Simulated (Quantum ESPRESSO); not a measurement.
# PbS (Galena): zone-centre phonons

Aim: the zone-centre modes of PbS (Galena).

Calculated with Quantum ESPRESSO 7.5; DFT PBE, scalar-relativistic, plane waves, PseudoDojo norm-conserving pseudopotentials.

The database entry behind the starting cell differs from later determinations by our own check (about 0.1 % short), so it need not match the best structure at ambient conditions.

### 1. Set-up

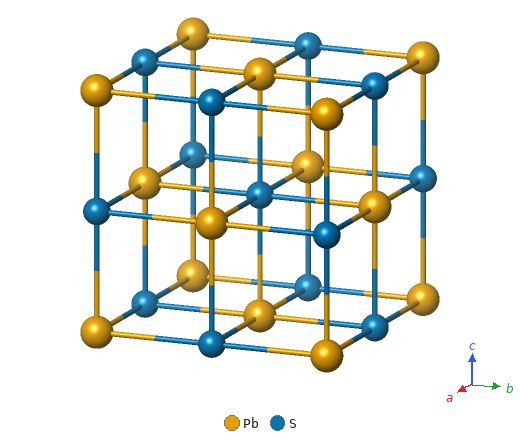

Start, viewed slightly off an axis; lead orange, sulfur blue. This picture shows the conventional cell, with its axes. Some periodic images of atoms are drawn too.

### 2. A first look

Before anything dear is run, a loose run with smearing shows whether this is a metal and how far the cell is from rest.

probe.in reads:

```
&CONTROL
  calculation = 'scf'
  prefix      = 'x'
  outdir      = './tmp'
  pseudo_dir  = './pseudo'
  tprnfor     = .true.
  tstress     = .true.
  verbosity   = 'high'
/
&SYSTEM
  ibrav       = 2
  celldm(1)   = 11.20891051
  nat         = 2
  ntyp        = 2
  ecutwfc     = 68.0
  occupations = 'smearing'
  smearing    = 'gaussian'
  degauss     = 0.01
/
&ELECTRONS
  conv_thr         = 1.0d-07
  mixing_beta      = 0.7
  electron_maxstep = 100
/
ATOMIC_SPECIES
 Pb    207.2000  Pb.upf
 S      32.0600  S.upf
ATOMIC_POSITIONS crystal
 Pb     0.000000000   0.000000000   0.000000000
 S      0.500000000   0.500000000   0.500000000
K_POINTS automatic
 6 6 6 0 0 0
```

On the command line:

```
OMP_NUM_THREADS=1 mpirun -n 4 pw.x -nk 4 -in probe.in > probe.out
```

The program printed:

```text
[banners, grids, parts of the stress and lines that vanish by symmetry left out]
Program PWSCF v.7.5
     bravais-lattice index     =            2
     lattice parameter (alat)  =      11.2089  a.u.
[...]
kinetic-energy cutoff     =      68.0000  Ry
     charge density cutoff     =     272.0000  Ry
     scf convergence threshold =      1.0E-07
[...]
Exchange-correlation= PBE
                           (   1   4   3   4   0   0   0)
[...]
48 Sym. Ops., with inversion, found
[...]
(     0          1          0      )
                  (     0          0          1      )
[...]
(  0.0000000  1.0000000  0.0000000 )
                  (  0.0000000  0.0000000  1.0000000 )
[...]
(     1          0         -1      )
                  (     0          0         -1      )
[...]
(  0.0000000 -1.0000000  0.0000000 )
[...]
(     0          1         -1      )
                  (     0          1          0      )
[...]
( -1.0000000  0.0000000  0.0000000 )
                  (  0.0000000  1.0000000  0.0000000 )
[...]
number of k points=    16  Gaussian smearing, width (Ry)=  0.0100
[...]
End of self-consistent calculation
[...]
the Fermi energy is     8.8899 ev
!    total energy              =    -162.85171131 Ry
[...]
convergence has been achieved in   9 iterations
[...]
atom    1 type  1   force =     0.00000000    0.00000000   -0.00000000
     atom    2 type  2   force =     0.00000000    0.00000000    0.00000000
[...]
Total force =     0.000000     Total SCF correction =     0.000000
[...]
total   stress  (Ry/bohr**3)                   (kbar)     P=       22.37
[...]
XML data file, charge density, pseudopotentials, collected wavefunctions

   JOB DONE.
```

Run time: 5.1 s. Hardware: 4 MPI ranks of Arm Neoverse V1, shared host; 20 s of CPU time.

Read from the output:

- volume per atom: 26.09 Å³
- pressure: 2.237 GPa
- gap on the k-mesh: 0.3708 eV

A gap of 0.37 eV opens on this mesh, so the crystal is taken as an insulator; the start stands at 2.2 GPa.

### 3. Relaxing the cell and atoms

The relaxation runs at a cutoff a fifth above that of the response, since stress converges more slowly with the basis than frequencies do. Forces and stress are brought to rest with tight thresholds.

relax.in reads:

```
&CONTROL
  calculation   = 'vc-relax'
  prefix        = 'x'
  outdir        = './tmp'
  pseudo_dir    = './pseudo'
  tprnfor       = .true.
  tstress       = .true.
  forc_conv_thr = 2.0d-05
  etot_conv_thr = 1.0d-07
  nstep         = 40
/
&SYSTEM
  ibrav       = 2
  celldm(1)   = 11.20891051
  nat         = 2
  ntyp        = 2
  ecutwfc     = 82
  occupations = 'fixed'
  nbnd        = 12
/
&ELECTRONS
  conv_thr         = 1.0d-11
  mixing_beta      = 0.7
  electron_maxstep = 100
/
&IONS
/
&CELL
  press_conv_thr = 0.2
/
ATOMIC_SPECIES
 Pb    207.2000  Pb.upf
 S      32.0600  S.upf
ATOMIC_POSITIONS crystal
 Pb     0.000000000   0.000000000   0.000000000
 S      0.500000000   0.500000000   0.500000000
K_POINTS automatic
 10 10 10 0 0 0
```

On the command line:

```
OMP_NUM_THREADS=1 mpirun -n 4 pw.x -nk 4 -in relax.in > relax.out
```

The program printed:

```text
[banners, grids, parts of the stress and lines that vanish by symmetry left out]
[banner, memory and clock lines left out]
Program PWSCF v.7.5

[...]
kinetic-energy cutoff     =      82.0000  Ry
     charge density cutoff     =     328.0000  Ry
     scf convergence threshold =      1.0E-11
[...]
energy convergence thresh.=      1.0E-07
     force convergence thresh. =      2.0E-05
     press convergence thresh. =      2.0E-01
     Exchange-correlation= PBE
                           (   1   4   3   4   0   0   0)
[...]
48 Sym. Ops., with inversion, found
[...]
number of k points=    47
[...]
End of self-consistent calculation
[...]
highest occupied, lowest unoccupied level (ev):     8.7075    9.0767
!    total energy              =    -162.85158136 Ry
[...]
convergence has been achieved in  11 iterations
[...]
atom    1 type  1   force =     0.00000000    0.00000000    0.00000000
     atom    2 type  2   force =     0.00000000    0.00000000    0.00000000
     Total force =     0.000000     Total SCF correction =     0.000000
[...]
total   stress  (Ry/bohr**3)                   (kbar)     P=       22.54
[...]
number of bfgs steps    =   0
[...]
CELL_PARAMETERS (alat= 11.20891051)
[...]
ATOMIC_POSITIONS (crystal)
Pb               0.0000000000        0.0000000000        0.0000000000
S                0.5000000000        0.5000000000        0.5000000000
[...]
New effective cutoffs (rho, wfc):  325.23   81.36
[...]
End of self-consistent calculation
[...]
highest occupied, lowest unoccupied level (ev):     8.5120    8.9223
!    total energy              =    -162.85210625 Ry
[...]
convergence has been achieved in   9 iterations
[...]
atom    1 type  1   force =     0.00000000    0.00000000    0.00000000
     atom    2 type  2   force =     0.00000000    0.00000000    0.00000000
     Total force =     0.000000     Total SCF correction =     0.000000
[...]
total   stress  (Ry/bohr**3)                   (kbar)     P=       15.54
[...]
number of bfgs steps    =   1
[...]
CELL_PARAMETERS (alat= 11.20891051)
[...]
ATOMIC_POSITIONS (crystal)
Pb              -0.0000000000        0.0000000000       -0.0000000000
S                0.5000000000        0.5000000000        0.5000000000
[...]
New effective cutoffs (rho, wfc):  322.52   80.68
[...]
End of self-consistent calculation
[...]
highest occupied, lowest unoccupied level (ev):     8.3012    8.7550
!    total energy              =    -162.85246923 Ry
[...]
convergence has been achieved in  11 iterations
[...]
atom    1 type  1   force =    -0.00000000   -0.00000000   -0.00000000
     atom    2 type  2   force =     0.00000000    0.00000000    0.00000000
     Total force =     0.000000     Total SCF correction =     0.000000
[...]
total   stress  (Ry/bohr**3)                   (kbar)     P=        8.25
[...]
number of bfgs steps    =   2
[...]
CELL_PARAMETERS (alat= 11.20891051)
[...]
ATOMIC_POSITIONS (crystal)
[...]
New effective cutoffs (rho, wfc):  319.44   79.91
[...]
End of self-consistent calculation
[...]
highest occupied, lowest unoccupied level (ev):     8.0640    8.5655
!    total energy              =    -162.85262050 Ry
[...]
convergence has been achieved in  10 iterations
[...]
atom    1 type  1   force =    -0.00000000   -0.00000000    0.00000000
     atom    2 type  2   force =    -0.00000000   -0.00000000    0.00000000
     Total force =     0.000000     Total SCF correction =     0.000000
[...]
total   stress  (Ry/bohr**3)                   (kbar)     P=        0.36
[...]
number of bfgs steps    =   3
[...]
CELL_PARAMETERS (alat= 11.20891051)
[...]
ATOMIC_POSITIONS (crystal)
[...]
New effective cutoffs (rho, wfc):  319.30   79.88
[...]
End of self-consistent calculation
[...]
highest occupied, lowest unoccupied level (ev):     8.0533    8.5569
!    total energy              =    -162.85262080 Ry
[...]
convergence has been achieved in   8 iterations
[...]
atom    1 type  1   force =     0.00000000    0.00000000    0.00000000
     atom    2 type  2   force =    -0.00000000   -0.00000000   -0.00000000
     Total force =     0.000000     Total SCF correction =     0.000000
[...]
total   stress  (Ry/bohr**3)                   (kbar)     P=        0.01
[...]
number of bfgs steps    =   4
[...]
small trust_radius: resetting bfgs history
[...]
CELL_PARAMETERS (alat= 11.20891051)
[...]
ATOMIC_POSITIONS (crystal)
[...]
New effective cutoffs (rho, wfc):  319.30   79.88
[...]
End of self-consistent calculation
[...]
highest occupied, lowest unoccupied level (ev):     8.0532    8.5569
!    total energy              =    -162.85262080 Ry
[...]
convergence has been achieved in   3 iterations
[...]
atom    1 type  1   force =     0.00000000    0.00000000   -0.00000000
     atom    2 type  2   force =     0.00000000    0.00000000   -0.00000000
     Total force =     0.000000     Total SCF correction =     0.000000
[...]
total   stress  (Ry/bohr**3)                   (kbar)     P=        0.01
[...]
bfgs converged in   6 scf cycles and   5 bfgs steps
[...]
End of BFGS Geometry Optimization
     Final enthalpy           =    -162.8526207970 Ry
     File ./tmp/x.bfgs deleted, as requested
[...]
CELL_PARAMETERS (alat= 11.20891051)
[...]
ATOMIC_POSITIONS (crystal)
Pb               0.0000000000       -0.0000000000        0.0000000000
S                0.5000000000        0.5000000000        0.5000000000
[...]
Final scf calculation at the relaxed structure.
[...]
kinetic-energy cutoff     =      82.0000  Ry
     charge density cutoff     =     328.0000  Ry
     scf convergence threshold =      1.0E-13
[...]
press convergence thresh. =      2.0E-01
     Exchange-correlation= PBE
                           (   1   4   3   4   0   0   0)
[...]
48 Sym. Ops., with inversion, found
[...]
number of k points=    47
[...]
c_bands:  1 eigenvalues not converged
[...]
End of self-consistent calculation
[...]
highest occupied, lowest unoccupied level (ev):     8.0532    8.5568
!    total energy              =    -162.85262609 Ry
[...]
convergence has been achieved in  15 iterations
[...]
atom    1 type  1   force =     0.00000000    0.00000000   -0.00000000
     atom    2 type  2   force =    -0.00000000   -0.00000000    0.00000000
     Total force =     0.000000     Total SCF correction =     0.000000
[...]
total   stress  (Ry/bohr**3)                   (kbar)     P=        0.01
[...]
XML data file, charge density, pseudopotentials, collected wavefunctions
```

The job ended after 88 s (4 MPI ranks).

Relaxation path:

```tsv
step	energy less that of the first step (eV)	largest force (eV/Å)	pressure (GPa)	volume (Å³)
1	0.0000	0.0000	2.25	52.17
2	-0.0071	0.0000	1.55	52.77
3	-0.0121	0.0000	0.82	53.44
4	-0.0141	0.0000	0.04	54.22
5	-0.0141	0.0000	0.00	54.25
6	-0.0141	0.0000	0.00	54.25
7	-0.0142	0.0000	0.00	54.25
```

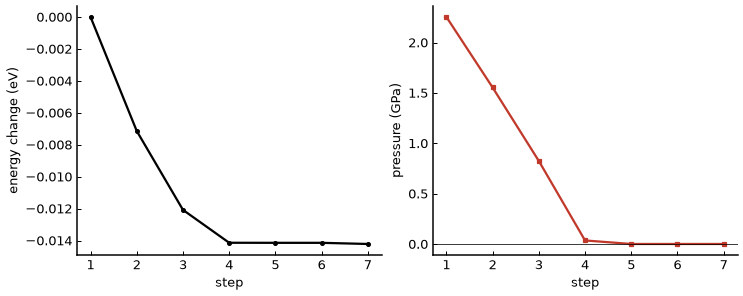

Energy and pressure along the relaxation.

```tsv
conventional cell, symmetrised	before	after	change
a (Å)	5.931	6.009	+1.3 %
b (Å)	5.931	6.009	+1.3 %
c (Å)	5.931	6.009	+1.3 %
volume (Å³/atom)	26.09	27.13	+4.0 %
```

Final coordinates:

```
CELL_PARAMETERS angstrom
-3.00467 0.00000 3.00467
0.00000 3.00467 3.00467
-3.00467 3.00467 0.00000
ATOMIC_POSITIONS crystal
Pb 0.00000 0.00000 0.00000
S 0.50000 0.50000 0.50000
```

The last row of the table of steps is pw.x's closing run on a basis chosen anew for the final cell, so its energy can jump.

This step gave:

```
volume per atom   : 27.13 Å³
pressure          : 0.001 GPa
gap on the k-mesh : 0.5036 eV
```

The volume changes by +4.0 % from the cell with which this run began.

### 4. Ground state

Perturbation theory inherits every error of the wavefunctions, so the threshold is set near the limit of the arithmetic. With a gap, occupations are fixed, which also allows the response to an electric field.

scf.in reads:

```
&CONTROL
  calculation = 'scf'
  prefix      = 'x'
  outdir      = './tmp'
  pseudo_dir  = './pseudo'
  tprnfor     = .true.
  tstress     = .true.
/
&SYSTEM
  ibrav       = 2
  celldm(1)   = 11.35599363
  nat         = 2
  ntyp        = 2
  ecutwfc     = 68.0
  occupations = 'fixed'
  nbnd        = 12
/
&ELECTRONS
  conv_thr         = 1.0d-12
  mixing_beta      = 0.7
  electron_maxstep = 100
/
ATOMIC_SPECIES
 Pb    207.2000  Pb.upf
 S      32.0600  S.upf
ATOMIC_POSITIONS crystal
 Pb     0.000000000   0.000000000   0.000000000
 S      0.500000000   0.500000000   0.500000000
K_POINTS automatic
 12 12 12 0 0 0
```

On the command line:

```
OMP_NUM_THREADS=1 mpirun -n 4 pw.x -nk 4 -in scf.in > scf.out
```

The program printed:

```text
[banners, grids, parts of the stress and lines that vanish by symmetry left out]
[banner, memory and clock lines left out]
Program PWSCF v.7.5

[...]
kinetic-energy cutoff     =      68.0000  Ry
     charge density cutoff     =     272.0000  Ry
     scf convergence threshold =      1.0E-12
[...]
Exchange-correlation= PBE
                           (   1   4   3   4   0   0   0)
[...]
48 Sym. Ops., with inversion, found
[...]
number of k points=    72
[...]
End of self-consistent calculation
[...]
highest occupied, lowest unoccupied level (ev):     8.0533    8.5569
!    total energy              =    -162.85259735 Ry
[...]
convergence has been achieved in  11 iterations
[...]
atom    1 type  1   force =     0.00000000    0.00000000    0.00000000
     atom    2 type  2   force =    -0.00000000   -0.00000000    0.00000000
     Total force =     0.000000     Total SCF correction =     0.000000
[...]
total   stress  (Ry/bohr**3)                   (kbar)     P=        0.07
[...]
XML data file, charge density, pseudopotentials, collected wavefunctions
```

Elapsed: 20 s, on 4 MPI ranks; 81 s of CPU time.

This step gave:

```
pressure : 0.007000 GPa
```

The cell stands at 0.0070 GPa, close enough for phonons.

(Continued in part 2 of 4.)

[Host names and launcher messages were left out of these logs when they were recorded.]

[Logs are printed without paths, hosts, clocks, repeated set-up lines and the standing remarks that a program may print on its own settings, such as how far it seeks lower states.]

[Hosts, paths, dates, database ids (printed as entryN), source tags and the programs' standing remarks are cut or masked in the printed files.]
